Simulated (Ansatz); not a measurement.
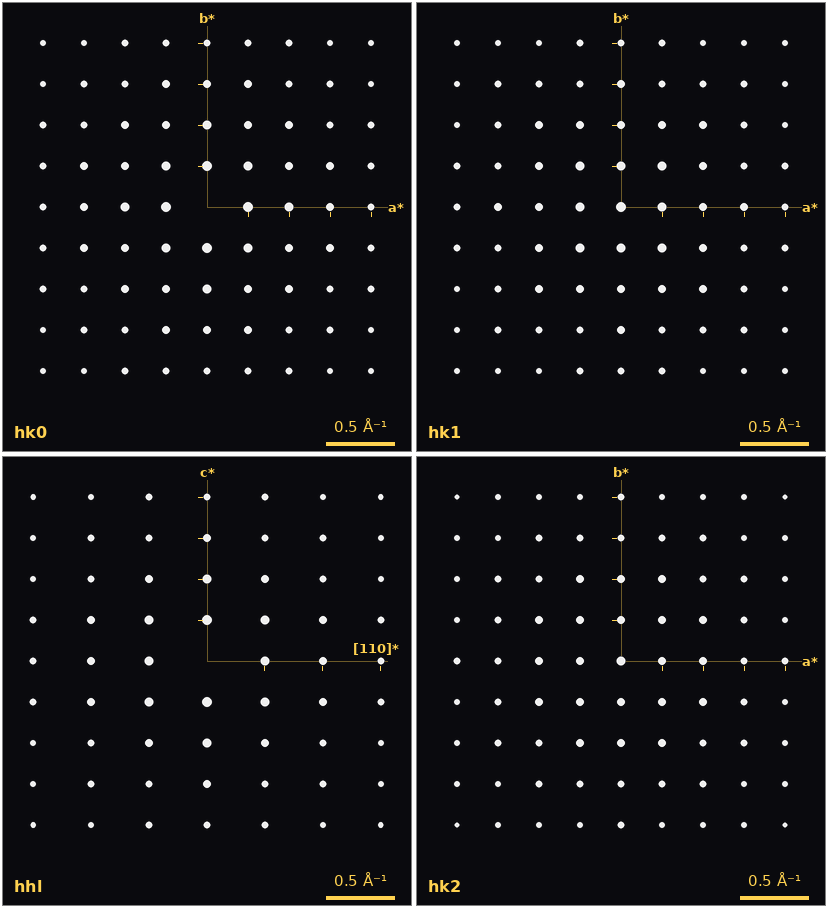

Simulated precession-type sections (X-rays; kinematic intensities, B = 0.5 Å²). The ticks mark integer indices of the conventional cell.

The compound is Y. Structure: the input geometry of an electronic-structure calculation (not necessarily at equilibrium); the starting structure was generated, so it need not be a known form of this composition.

**What cell do the layers give?**

a* = 0.302, b* = 0.302, c* = 0.302 Å⁻¹; the cell is cubic with a = 3.31 Å.

**List the systematic absences.**

Reflections are present only under these conditions. hkl: no condition; hk0: no condition; hhl: no condition; h00: no condition. The lattice is primitive (P).

**Which space groups fit?**

The intensities have Laue symmetry m-3m (the hk0 layer shows 4mm, hk1 shows 4mm). With these conditions the candidates are P432 (No. 207), P-43m (No. 215), Pm-3m (No. 221). Diffraction geometry alone does not choose among them; the structure has Pm-3m.
